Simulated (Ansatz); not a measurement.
Pd (P6/mmm, No. 191): coordinates from a relaxation with DFT, LDA (PW92), plane waves (420 eV) with PAW, scalar-relativistic (Ansatz); the starting structure was generated, so it need not be a known form of this composition.

```
Pd
1.0
     4.38417    0.00000    0.00000
    -2.19209    3.79680    0.00000
     0.00000    0.00000    2.60797
Pd
3
Direct
  0.00000 0.00000 0.00000
  0.33333 0.66667 0.50000
  0.66667 0.33333 0.50000
```

Question: What will a HAADF-like image along [102] show? Simulated incoherent Z contrast: every atom adds Z^1.7 spread by a probe of 0.64 Å full width; channelling and multiple scattering are left out. The probe carries 25 % of its weight in a tail 2.5 times as wide. The display is stretched by a gamma of 0.8; percentages refer to the linear signal. Shot noise and the speckle of an amorphous layer were added.

Answer: The columns repeat on a rectangular net of 1.68 × 3.80 Å (plane group p2mm). All columns are alike (Pd). The shortest distance between visible columns is 1.27 Å in projection. Along the beam the structure repeats every 6.81 Å.

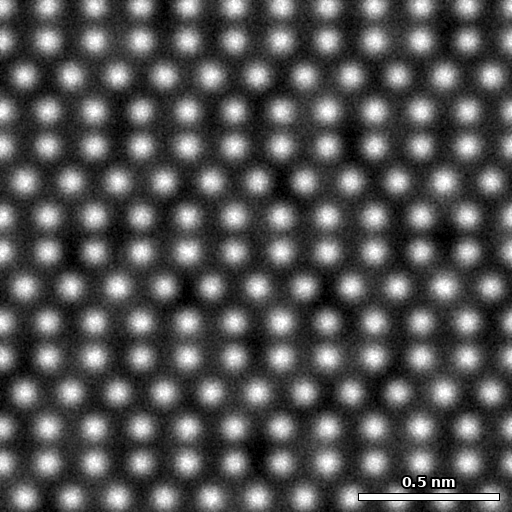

The simulated image.
